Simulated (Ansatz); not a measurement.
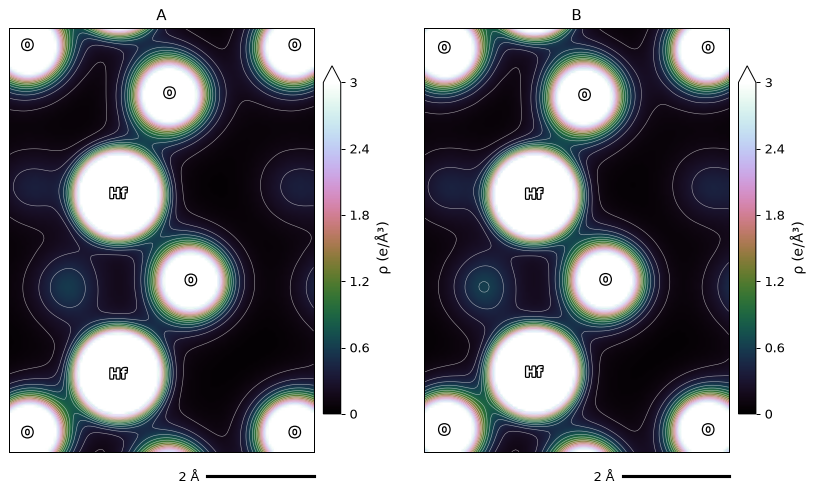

HfO2. The valence electron density of two cells that differ in size, on the (101) plane of each (indices in the axes of the calculation cell), at one length scale and on one colour scale; one has 10.7 and the other 11.2 Å³ an atom.

Level of theory: Kohn-Sham DFT of a periodic cell, PBE, Ansatz PAW large core in Ansatz 0.2.0.

In a PAW calculation such maps are meaningful between the atoms, not at the nuclei.

The larger cell:

```
Hf O
1.0
     5.25403    0.00000    0.00000
     0.00000    5.03791    0.00000
     0.00000    0.00000    5.06602
Hf O
4 8
Direct
  0.96699 0.73252 0.74144
  0.53301 0.73252 0.24144
  0.46699 0.26748 0.74144
  0.03301 0.26748 0.24144
  0.63213 0.92865 0.87927
  0.86787 0.92865 0.37927
  0.23395 0.53988 0.49229
  0.26605 0.53988 0.99229
  0.76605 0.46012 0.99229
  0.73395 0.46012 0.49229
  0.13213 0.07135 0.87927
  0.36787 0.07135 0.37927
```

The smaller cell: a = 5.184 Å, b = 4.971 Å, c = 4.999 Å, α = 90.00°, β = 90.00°, γ = 90.00°.

> Which panel shows the smaller cell, and what does the compression change?

Panel B is the smaller cell, by 4 % in volume. From the larger cell to the smaller, Hf–O goes from 2.04 to 2.01 Å, and the density at its midpoint from 0.88 to 0.94 e/Å³; the pressure goes from 4.4 to 16 GPa; the Kohn–Sham gap goes from 4.4 eV to 4.6 eV.
